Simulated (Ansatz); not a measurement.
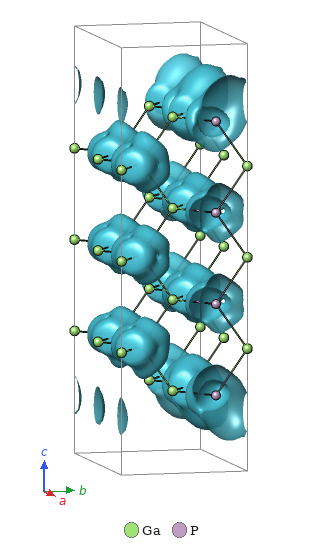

GaP (slab). Isosurface of the electron localisation function at 0.7 (cyan), seen slightly off an axis. Core shells and regions of very low density are left out. Sticks mark near contacts.

Not relaxed (largest force 1.9 eV/Å).

Level of theory: Ansatz 0.2.0, DFT LDA, scalar-relativistic, plane waves, PAW.

In a PAW calculation such maps are meaningful between the atoms, not at the nuclei.

### Describe the localisation domains.

At this value the surface marks out seven regions on P in which the atom's valence shell and bonds are merged, counted in one cell of 14 atoms. Counts are for one cell; the picture repeats the cell along the surface. Along the contacts the grid gives the following. Ga–P (2.33 Å): the ELF peaks at about 0.90 in the valence shell of P, 0.8 Å from its nucleus, and is about 0.75 at the midpoint.
